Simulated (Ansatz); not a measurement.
**Pd(111) with 4 layers of random Pd-Os, 2x2: scattering by chemical disorder**

Wanted: resistance against the alloy's length, first Pd(111) with 4 layers of random Pd-Os, 2x2.

Calculated with Ansatz 0.2.0; Ansatz plane-wave DFT, PBE, PAW files; ballistic transport by layer matching (Landauer), zero bias; PAW set soft_1.

### 1. The structure

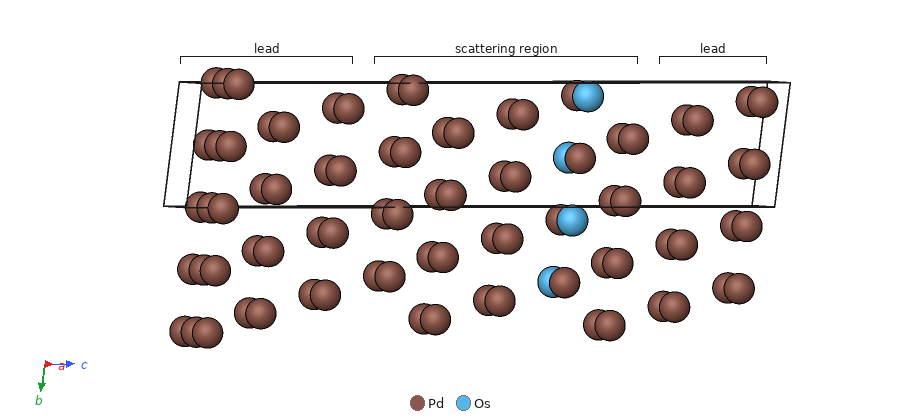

The starting structure, seen from the side, with the c axis across the page (palladium brown, osmium blue). 1×2×1 cells are drawn. Some periodic images of atoms are drawn too.

The cell holds 40 atoms: 38 Pd and 2 Os. Cell: a = 5.501 Å, b = 5.501 Å, c = 22.514 Å, α = 93.5°, β = 86.5°, γ = 120.0°. It derives from Pd. Regions: lead, 24 atoms (24 Pd); scattering region, 16 atoms (14 Pd and 2 Os). The structure is stacked along c, and the current runs across the ab planes.

### 2. With 4 alloy layers

In 4 layers a share of 0.125 of the sites is given to Os at random. The layers about the cell's end stay perfect and serve as the lead. Energies from -0.05 to 0.05 eV in steps of 0.05 eV are too few for the program's thermal sum, so it prints no conductance; for a metal the transmission near the Fermi level serves, at a fraction of the cost.

Contents of input.yaml:

```yaml
crystal:
  lattice:
    - [5.5010079149, 0.0, 0.0]
    - [-2.7505039575, 4.7640126007, 0.0]
    - [1.3752519787, -0.7940021001, 22.4577707709]
  atoms:
    - { symbol: Pd, position: [0.9916666667, 0.0083333333, 0.05] }
    - { symbol: Pd, position: [0.9916666667, 0.5083333333, 0.05] }
    - { symbol: Pd, position: [0.4916666667, 0.0083333333, 0.05] }
    - { symbol: Pd, position: [0.4916666667, 0.5083333333, 0.05] }
    - { symbol: Pd, position: [0.1416666667, 0.3583333333, 0.15] }
    - { symbol: Pd, position: [0.1416666667, 0.8583333333, 0.15] }
    - { symbol: Pd, position: [0.6416666667, 0.3583333333, 0.15] }
    - { symbol: Pd, position: [0.6416666667, 0.8583333333, 0.15] }
    - { symbol: Pd, position: [0.2916666667, 0.2083333333, 0.25] }
    - { symbol: Pd, position: [0.2916666667, 0.7083333333, 0.25] }
    - { symbol: Pd, position: [0.7916666667, 0.2083333333, 0.25] }
    - { symbol: Pd, position: [0.7916666667, 0.7083333333, 0.25] }
    - { symbol: Pd, position: [0.9416666667, 0.0583333333, 0.35] }
    - { symbol: Pd, position: [0.9416666667, 0.5583333333, 0.35] }
    - { symbol: Pd, position: [0.4416666667, 0.0583333333, 0.35] }
    - { symbol: Pd, position: [0.4416666667, 0.5583333333, 0.35] }
    - { symbol: Pd, position: [0.0916666667, 0.4083333333, 0.45] }
    - { symbol: Pd, position: [0.0916666667, 0.9083333333, 0.45] }
    - { symbol: Pd, position: [0.5916666667, 0.4083333333, 0.45] }
    - { symbol: Pd, position: [0.5916666667, 0.9083333333, 0.45] }
    - { symbol: Pd, position: [0.2416666667, 0.2583333333, 0.55] }
    - { symbol: Pd, position: [0.2416666667, 0.7583333333, 0.55] }
    - { symbol: Pd, position: [0.7416666667, 0.2583333333, 0.55] }
    - { symbol: Pd, position: [0.7416666667, 0.7583333333, 0.55] }
    - { symbol: Os, position: [0.8916666667, 0.1083333333, 0.65] }
    - { symbol: Pd, position: [0.8916666667, 0.6083333333, 0.65] }
    - { symbol: Pd, position: [0.3916666667, 0.1083333333, 0.65] }
    - { symbol: Os, position: [0.3916666667, 0.6083333333, 0.65] }
    - { symbol: Pd, position: [0.0416666667, 0.4583333333, 0.75] }
    - { symbol: Pd, position: [0.0416666667, 0.9583333333, 0.75] }
    - { symbol: Pd, position: [0.5416666667, 0.4583333333, 0.75] }
    - { symbol: Pd, position: [0.5416666667, 0.9583333333, 0.75] }
    - { symbol: Pd, position: [0.1916666667, 0.3083333333, 0.85] }
    - { symbol: Pd, position: [0.1916666667, 0.8083333333, 0.85] }
    - { symbol: Pd, position: [0.6916666667, 0.3083333333, 0.85] }
    - { symbol: Pd, position: [0.6916666667, 0.8083333333, 0.85] }
    - { symbol: Pd, position: [0.8416666667, 0.1583333333, 0.95] }
    - { symbol: Pd, position: [0.8416666667, 0.6583333333, 0.95] }
    - { symbol: Pd, position: [0.3416666667, 0.1583333333, 0.95] }
    - { symbol: Pd, position: [0.3416666667, 0.6583333333, 0.95] }
kpoints:
  mp_grid: { grid: [5, 5, 1] }
hamiltonian:
  xc: pbe
  pseudopotentials: { kind: paw, azcp: { folder: soft_1 } }
scf:
  occupations: { method: fermi_dirac, width: 0.1 }
output:
  transmission:
    leads: [[0, 4]]
    kmesh: [10, 10]
    e_range: [-0.05, 0.05]
    de: 0.05
  write_potential: true
  write_density: true
  volumetric_format: npy
```

Command:

```console
> ansatz run input.yaml --threads 4 --pin off --max-ram 15360MiB --backend cpu --events-out ev --progress --plain --runs-dir out
```

Numbers of over 12 decimals in the logs are rounded to 6 here.

Output:

```text
Engine: ansatz 0.2.0, aarch64-unknown-linux-gnu
Pseudopotentials: kind: paw
Pseudopotential: Pd, paw, valence charge 18, recommended cutoff 420 eV (normal), soft_1/Pd.paw.azcp
Pseudopotential: Os, paw, valence charge 16, recommended cutoff 420 eV (normal), soft_1/Os.paw.azcp
Functional definition: PBE
  parameter kappa = 0.804
  parameter beta = 0.066725
  exchange = pbe_x(kappa = kappa, mu = beta*pi^2/3)
  correlation = pbe_c(beta = beta)
Crystal: 40 atoms, lattice volume = 588.548 Å³
Basis set: ecut = 420 eV, 11489 PW (Γ)
Bands: 430, of which v1, the nominal top of the filled ones, is band 358 counted from 1 (357 counted from 0)
Symmetry: 8 space group operations
Space group: P2/m (ITA 10), of the structure as read, at distance tolerance 8.4e-5 Å
k-points: 9 of 25
Non-local potential: Pd, projectors of the file, l = 0: 2, l = 1: 2, l = 2: 2, l = 3: 1
Non-local potential: Os, projectors of the file, l = 0: 3, l = 1: 2, l = 2: 2, l = 3: 1
PAW form: soft (Blöchl's): semilocal exchange-correlation on the pseudo side does not see the compensation charge
PAW one-centre angular grid: Pd, 590 points (default); XC on 64 Gauss nodes
PAW one-centre angular grid: Os, 590 points (default); XC on 64 Gauss nodes
Initial density: superposition of atomic densities (chi_scale 0.1, normalization cell)
Initial wavefunctions: pseudopotential atomic-orbital guess
Functional: x = pbe(κ = 0.804, μ = 0.219515), c = pbe(β = 0.066725)
SCF iter   1: F=—  HF=-287792.060881 eV  |F-HF|=—  |Δ(HF+E_count)|=         —  Δρ=1.83e-1  dr2=6.77e2  ethr=3.10e-3  ⟨swp⟩=5.0  Hψ=11747  notcnv=0  defer=46
preconditioner: auto → Kerker (q_TF=auto, 2.819 Å⁻¹)  [metal: Δε(μ)=0.006 eV  Ē_g=8.082 eV  σ=0.100 eV  W_gap=0.02  n_scr=240 (ndim 8)  ℏωp=30.5 eV  f_vac=0.000  D(μ)=76.47/eV (n_scr^D=1150)]
SCF iter   2: F=—  HF=-287750.132986 eV  |F-HF|=—  |Δ(HF+E_count)|=    4.19e1  Δρ=7.58e-2  dr2=7.07e1  ethr=3.10e-3  ⟨swp⟩=2.3  Hψ=7073  notcnv=0  defer=337
SCF iter   3: F=—  HF=-287742.289404 eV  |F-HF|=—  |Δ(HF+E_count)|=    7.84e0  Δρ=2.83e-2  dr2=1.41e1  ethr=3.10e-3  ⟨swp⟩=2.1  Hψ=6427  notcnv=0  defer=357
SCF iter   4: F=—  HF=-287741.891844 eV  |F-HF|=—  |Δ(HF+E_count)|=   3.98e-1  Δρ=1.30e-2  dr2=2.30e0  ethr=1.97e-3  ⟨swp⟩=2.0  Hψ=4797  notcnv=0  defer=362
SCF iter   5: F=—  HF=-287741.809737 eV  |F-HF|=—  |Δ(HF+E_count)|=   8.21e-2  Δρ=6.34e-3  dr2=9.96e-1  ethr=3.21e-4  ⟨swp⟩=1.0  Hψ=3501  notcnv=0  defer=364
SCF iter   6: F=—  HF=-287741.774481 eV  |F-HF|=—  |Δ(HF+E_count)|=   3.53e-2  Δρ=1.25e-3  dr2=2.13e-2  ethr=1.39e-4  ⟨swp⟩=1.0  Hψ=3603  notcnv=0  defer=364
SCF iter   7: F=—  HF=-287741.773503 eV  |F-HF|=—  |Δ(HF+E_count)|=   9.78e-4  Δρ=2.50e-4  dr2=6.65e-4  ethr=2.97e-6  ⟨swp⟩=1.9  Hψ=4277  notcnv=0  defer=364
SCF iter   8: F=—  HF=-287741.773409 eV  |F-HF|=—  |Δ(HF+E_count)|=   9.45e-5  Δρ=8.84e-5  dr2=1.65e-4  ethr=9.28e-8  ⟨swp⟩=2.0  Hψ=6298  notcnv=0  defer=364
SCF iter   9: F=—  HF=-287741.773457 eV  |F-HF|=—  |Δ(HF+E_count)|=   4.81e-5  Δρ=2.83e-5  dr2=6.44e-5  ethr=2.31e-8  ⟨swp⟩=1.3  Hψ=3498  notcnv=0  defer=364
SCF iter  10: F=—  HF=-287741.773556 eV  |F-HF|=—  |Δ(HF+E_count)|=   9.93e-5  Δρ=7.33e-6  dr2=4.99e-6  ethr=8.99e-9  ⟨swp⟩=1.0  Hψ=3703  notcnv=0  defer=365
SCF iter  11: F=—  HF=-287741.773556 eV  |F-HF|=—  |Δ(HF+E_count)|=   3.42e-8  Δρ=2.68e-6  dr2=1.30e-7  ethr=6.96e-10  ⟨swp⟩=1.0  Hψ=3495  notcnv=0  defer=365
SCF iter  12: F=-287741.773556 eV  HF=-287741.773556 eV  |F-HF|=5.59e-8  |Δ(HF+E_count)|=   6.17e-9  Δρ=9.02e-7  dr2=5.71e-8  ethr=1.40e-11  ⟨swp⟩=8.4  Hψ=12129  notcnv=0
SCF 1 converged in 12 iterations: F = -287741.773556 eV  dr2 = 5.71e-8
  greatest PAW one-centre occupation: 1.000 electrons in one spin orbital (limit 2), on the Os atom at site 27 (counted from 0), in its partial waves of l = 0
transmission: 112 of 1085 steps passed
transmission: 220 of 1085 steps passed
[...]
transmission: 1085 of 1085 steps passed
SCF converged after 12 iterations
Free energy (F): -287741.773556 eV
Harris-Foulkes:  -287741.773556 eV  (|F-HF|=5.59e-8)
Internal energy: -287739.657302 eV  (E = F + TS)
E sigma→0 (E₀):  -287740.715429 eV
Entropy (-TS):   -2.116254 eV (-52.906 meV/atom)
Fermi energy:    20.018086 eV
--- Per-component energies (eV) ---
  E_band       = -5428.489257
  E_kinetic    = 18032.087430
  E_local      = -71706.269976  (includes V_loc(G=0)·N_el)
  E_nonlocal   = 14474.118533
  E_hartree    = 28815.152643
  E_xc         = -5737.382731
  E_vxc        = -7157.891089  (∫ρ·V_xc dr)
  E_paw        = -162900.898654  (= ΣΔE_a)
  E_vpaw       = -16700.848495  (= ΣTr[D̂ρ^β])
  E_aug_tail   = 0.010026  (compensation charges beyond the density's cutoff)
  E_ewald      = -108716.474572
  E_smearing   = -2.116254  (= −TS)
  E_closure    = -0.000000  (closes the sum)
  Σ components = -287741.773556   (vs F -287741.773556, Δ=0.00e0)
--- Band table (eV; the first three rows and the last of 9) ---
  k-point 0: bands = [... 354 lower, 20.0986, 20.1224, 20.1583, 20.1671, 20.2155, 20.2300, 20.2336, 20.2340, ... 68 higher]
  k-point 1: bands = [... 354 lower, 19.9414, 20.0027, 20.0340, 20.0628, 20.1402, 20.1461, 20.2072, 20.2129, ... 68 higher]
  k-point 2: bands = [... 354 lower, 19.9233, 19.9393, 19.9400, 19.9602, 20.0104, 20.0119, 20.0341, 20.0615, ... 68 higher]
  k-point 8: bands = [... 354 lower, 19.9303, 19.9430, 19.9707, 19.9718, 19.9919, 20.0149, 20.0333, 20.0528, ... 68 higher]
--- Transmission ---
  basis      : 235 plane waves across, 35 finite elements along
  points     : 31, standing for a mesh of 10 x 10
  energies   : 3 from -0.050000 to 0.050000 eV about the Fermi level, 0.050000 eV apart; the leads are filled to 0.000000 eV, and channels, transmission and decay are at 0.000000 eV
  crystal 0  : Pd4, at the sites [0, 4], period 2.2458 Å, over 20.21 Å; its Hamiltonian steps by up to 6.5 meV
    offset         : up to 0.0000 Å between an atom of the period and one for which it stands
    channels       : 5.230000e0 a spin
    conductance    : none, the energies end too early or step too widely for 300 K: set another output.transmission.e_range or a lower de, or, where they end at an eighth of basis.ecutwfc, a higher one
  junction   : crystal 0 to crystal 0, 3.79 to 24.01 Å
    transmission   : 2.464437e0 a spin
    conductance    : none, the energies end too early or step too widely for 300 K: set another output.transmission.e_range or a lower de, or, where they end at an eighth of basis.ecutwfc, a higher one
```

Elapsed: 6.9 min, on 4 threads of Arm Neoverse N1, shared host; peak memory 4.9 GiB; 27 min of CPU time.

Numbers from this step:

* free energy: -287741.7736 eV
* energy at zero smearing: -287740.7154 eV
* Fermi energy: 20.02 eV
* cell area: 26.21 Å²
* transmission per spin nearest the Fermi level: 2.464
* open channels per spin nearest the Fermi level: 5.23
* step of the lead's potential: 6.5 meV

Per spin. Transmission, zone mean against energy, zero at the Fermi level:

```csv
energy (eV),"transmission, zone mean"
-0.0500,2.69
0.0000,2.46
0.0500,2.11
```

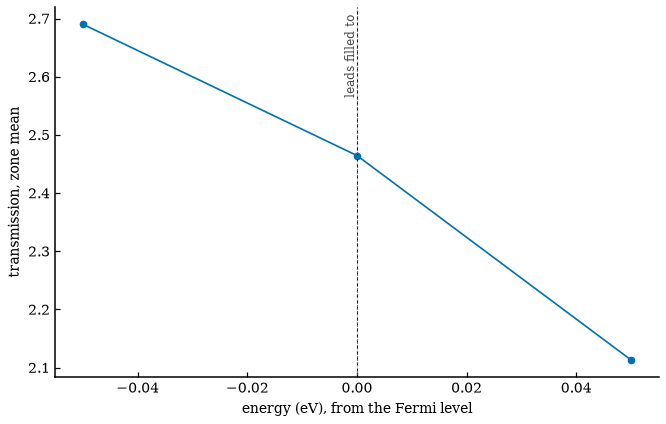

Transmission, zone mean against energy.

Per spin. Table of open channels, zone mean, lead by energy, zero at the Fermi level:

| energy (eV) | open channels, zone mean, lead |
| --- | --- |
| -0.0500 | 6.09 |
| 0.0000 | 5.23 |
| 0.0500 | 4.39 |

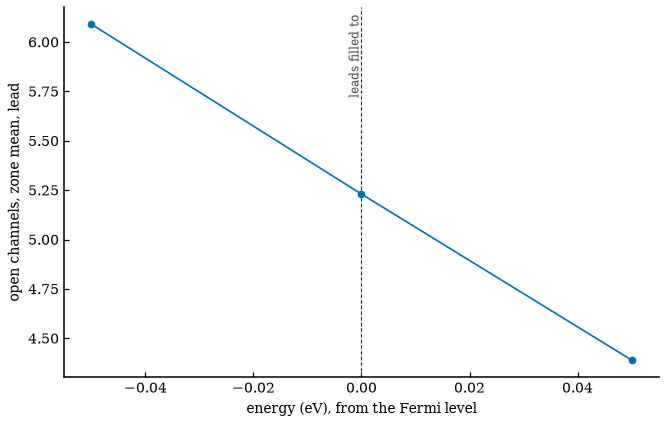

Open channels, zone mean, lead against energy.

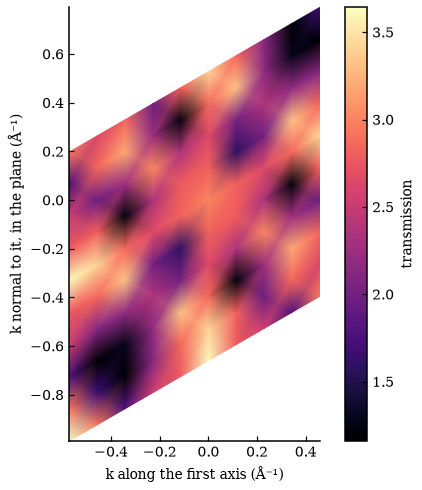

Transmission over k1 and k2. At 0.0000 eV from the Fermi level.

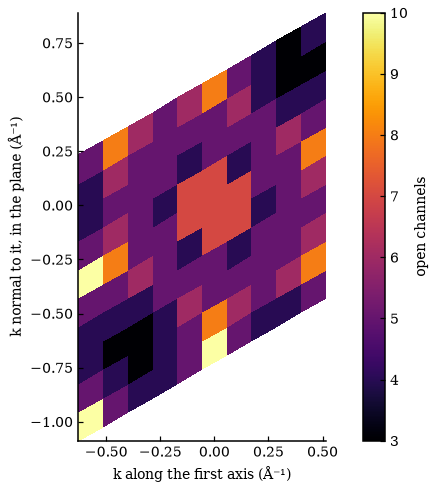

Open channels over k1 and k2. At 0.0000 eV from the Fermi level.

Over the solved energies the transmission per spin lies between 2.11 and 2.69, out of 5.24 channels of the lead on average (up to 6.09).

(Part 1 of 2 ends here.)

[Logs are printed without paths, hosts, clocks, repeated set-up lines and the standing remarks that a program may print on its own settings, such as how far it seeks lower states.]

[Hosts, paths, dates, database ids (printed as entryN), source tags and the programs' standing remarks are cut or masked in the printed files.]
